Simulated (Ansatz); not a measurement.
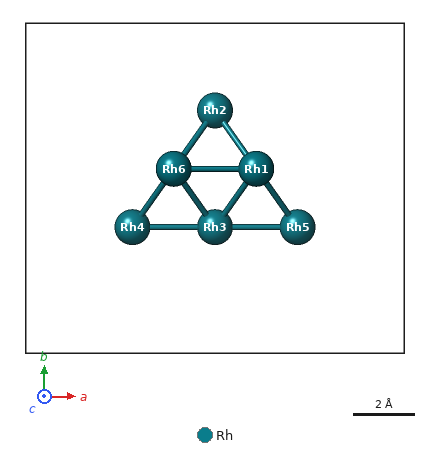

This is the input geometry for a relaxation of a wire of composition Rh. Style: ball-and-stick. Shown: the 2 repeat of the cell, with the vacuum cut short, along the c axis.

Case: wire along [1 1 0], 6 atoms a period.

Theory: DFT PBE, scalar-relativistic, plane waves, PAW in Ansatz.

The input:
```yaml
crystal:
  lattice:
    - [14.4, 0.0, 0.0]
    - [0.0, 13.1, 0.0]
    - [0.0, 0.0, 2.7082034564]
  atoms:
    - { symbol: Rh, position: [0.5940348422, 0.5, 0.0] }
    - { symbol: Rh, position: [0.5, 0.6461823686, 0.5] }
    - { symbol: Rh, position: [0.5, 0.3538176314, 0.5] }
    - { symbol: Rh, position: [0.3119303155, 0.3538176314, 0.5] }
    - { symbol: Rh, position: [0.6880696845, 0.3538176314, 0.5] }
    - { symbol: Rh, position: [0.4059651578, 0.5, 0.0] }
basis:
  ecutwfc: 420
kpoints:
  mp_grid: { grid: [1, 1, 20] }
hamiltonian:
  xc: pbe
scf:
  occupations: { method: gaussian, width: 0.05 }
output:
  forces: true
  stress: true
  eigenvalues: true
  populations: true
  write_density: true
  write_potential: true
  elf: true
  volumetric_format: npy
relax:
  adjacent_minimum: "off"
  f_tol: 0.02
  max_steps: 45
  cell: { fix: [a, b, alpha, beta, gamma], stress_tol: 0.03 }
```

Command:
```bash
ansatz run input.yaml --threads 4 --pin off --max-ram 11264MiB --backend cpu --events-out ev --progress --plain --runs-dir out
```

What does the optimiser find from here?

Answer. The energy falls by 0.919 eV per cell of the calculation in 7 accepted moves (8 points after the start). The largest force component goes from 1.6 to 0.018 eV/Å. At 1 point the geometry stayed and the basis and grid were re-selected for the new cell (energy shift of 3.2 meV per cell of the calculation at most each time). The largest moves relative to the centre of the atoms, 0.28 Å, are those of Rh4 and Rh5. Along the periodic axis the drawn cell goes c 5.416 → 5.168 Å (−4.6 %). Among the contacts that change: Rh3–Rh4 2.708 → 2.436 Å, Rh1–Rh1 2.708 → 2.584 Å, Rh1–Rh5 2.708 → 2.596 Å, Rh1–Rh6 2.708 → 2.815 Å. Bond angles that change, for instance: Rh1–Rh2–Rh6 60.0° → 66.2°, Rh1–Rh2–Rh6 90.0° → 95.8°, Rh3–Rh4–Rh6 60.0° → 65.2°.

History of the run:

```tsv
step	E − E(0), meV/atom	largest force component, eV/Å	note
0	0.00	1.5786	
1	-127.84	0.6981	
2	-146.38	0.3248	
3	-149.70	0.3431	
4	-152.89	0.0962	
5	-153.46	0.0559	
6	-153.67	0.0386	
7	-153.70	0.0177	
8	-153.17	0.0178	same geometry, new basis
```

The end point in the same view:

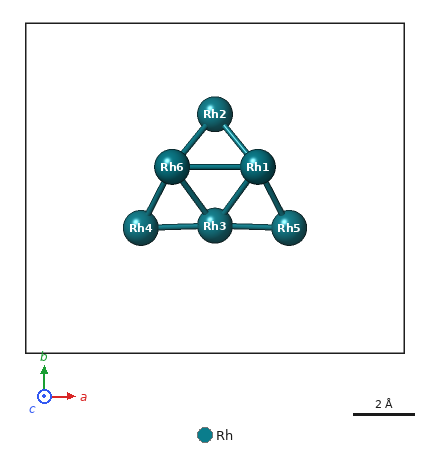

Limits of the set-up: the k-point mesh is coarse for a cell with partly filled bands.
